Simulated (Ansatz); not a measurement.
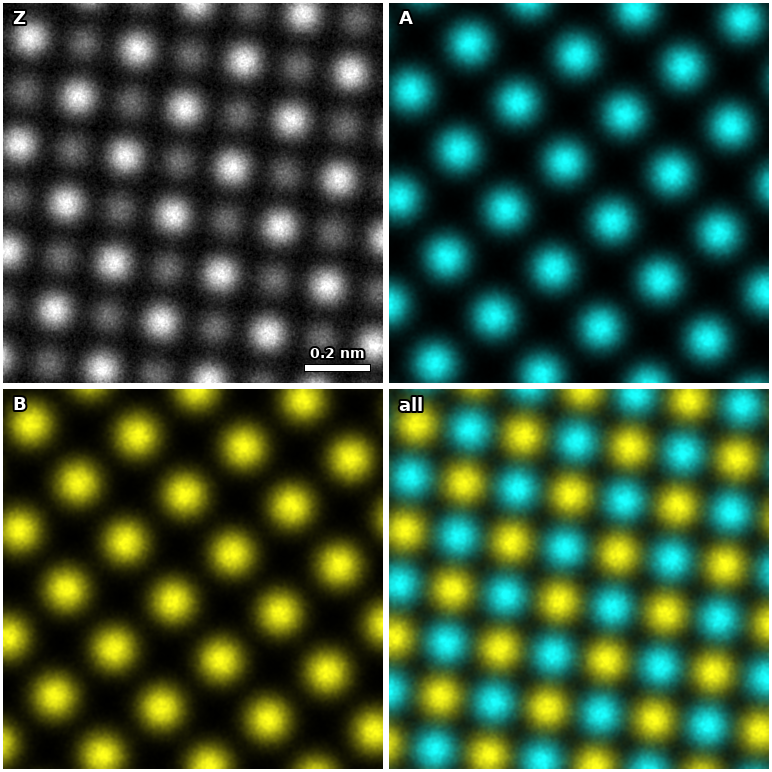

TiO2 (Fm-3m, No. 225) along [001]. Panel Z: The image is simulated as a sum over atoms of Z^1.7, blurred by a 0.83 Å probe (no channelling). The probe carries 15 % of its weight in a tail 2.5 times as wide. The display is stretched by a gamma of 0.8; percentages refer to the linear signal. Shot noise was added. The other panels are simulated element maps (the number of atoms of one element along the beam, blurred by 1.1 Å, with counting noise; each on its own scale, no channelling); the last overlays them. Model: the input geometry of a calculation; the starting structure was generated, so it need not be a known form of this composition.

```yaml
crystal:
  lattice:
    - [4.79365, 0.00000, 0.00000]
    - [0.00000, 4.79365, 0.00000]
    - [0.00000, 0.00000, 4.79365]
  atoms:
    - { symbol: Ti, position: [0.00000, 0.00000, 0.00000] }
    - { symbol: O, position: [0.25000, 0.75000, 0.75000] }
    - { symbol: O, position: [0.25000, 0.25000, 0.75000] }
    - { symbol: Ti, position: [0.00000, 0.50000, 0.50000] }
    - { symbol: O, position: [0.25000, 0.25000, 0.25000] }
    - { symbol: O, position: [0.25000, 0.75000, 0.25000] }
    - { symbol: Ti, position: [0.50000, 0.00000, 0.50000] }
    - { symbol: O, position: [0.75000, 0.75000, 0.25000] }
    - { symbol: O, position: [0.75000, 0.25000, 0.25000] }
    - { symbol: Ti, position: [0.50000, 0.50000, 0.00000] }
    - { symbol: O, position: [0.75000, 0.25000, 0.75000] }
    - { symbol: O, position: [0.75000, 0.75000, 0.75000] }
```

Q: Which element does each lettered map show?

A: O, B: Ti. The projected cell (2.40 × 2.40 Å, 90°) holds 2 columns: 1 of Ti and 1 of O. No column is shared by two of the mapped elements.
